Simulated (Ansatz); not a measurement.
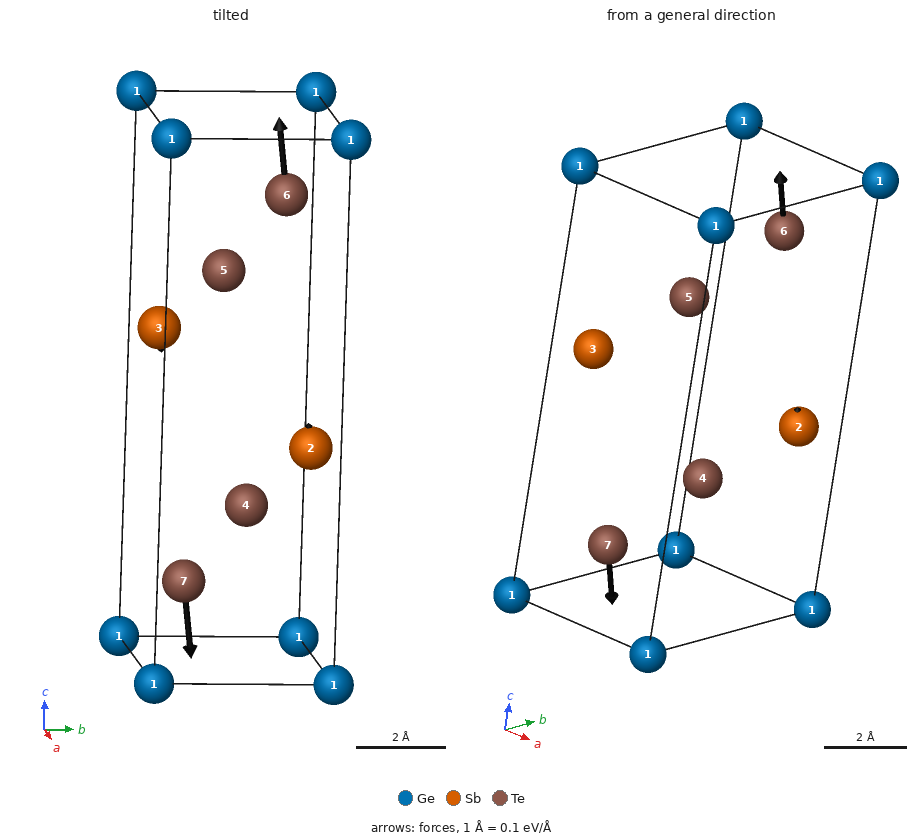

The figure gives a spheres-only picture of the atoms, viewed slightly off an axis and from a general direction. The edges of the cell (the run's own, in a reduced setting) are marked. The arrows are the computed forces on the atoms.

System: GeSb$_{2}$Te$_{4}$. Setup: DFT PBEsol, scalar-relativistic, plane waves, PAW (Ansatz); a basis cut at 420 eV, k-points about 0.14 Å⁻¹ apart, Gaussian smearing of 0.1 eV, no spin polarisation.

### Has this structure been optimised to equilibrium?

No. The atoms still feel forces of up to about 0.14 eV/Å, above a usual threshold of 0.01 to 0.03 eV/Å.

### Find the atom with the largest force.

Te6 and Te7, about 0.14 eV/Å.

The initial geometry was a structure listed in the Materials Project. Earlier steps of the study, as a rule a relaxation of our own, may have changed the cell and positions, so they can lie some per cent off the listed ones. A calculation with Ansatz used it as input.
